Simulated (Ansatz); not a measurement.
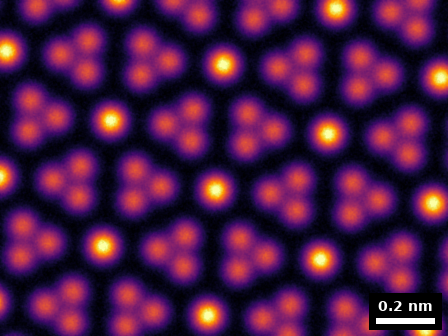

Z-contrast image of Ta (Pm-3n, No. 223). The image is simulated as a sum over atoms of Z^1.6, blurred by a 0.76 Å probe (no channelling). The probe carries 25 % of its weight in a tail 2.5 times as wide. The display is stretched by a gamma of 0.8; percentages refer to the linear signal. Shot noise was added. Structure used: the input geometry of an electronic-structure calculation (not necessarily at equilibrium); the starting structure was generated, so it need not be a known form of this composition.

```
CELL_PARAMETERS angstrom
5.36248 0.00000 0.00000
0.00000 5.36248 0.00000
0.00000 0.00000 5.36248
ATOMIC_POSITIONS crystal
Ta 0.00000 0.00000 0.00000
Ta 0.50000 0.50000 0.50000
Ta 0.25000 0.00000 0.50000
Ta 0.75000 0.00000 0.50000
Ta 0.50000 0.25000 0.00000
Ta 0.50000 0.75000 0.00000
Ta 0.00000 0.50000 0.25000
Ta 0.00000 0.50000 0.75000
```

Q: Which beam direction gives this image, [111], [211], [221] or [210]? (Directions equivalent by symmetry count as one.)

A: [111]. The projected cells are 4.38 × 4.38 Å, 120° for [111]; 3.10 × 3.79 Å, 90° for [211]; 2.53 × 4.00 Å, 108° for [221]; 2.40 × 5.36 Å, 90° for [210], and the image repeats as the [111] one does.
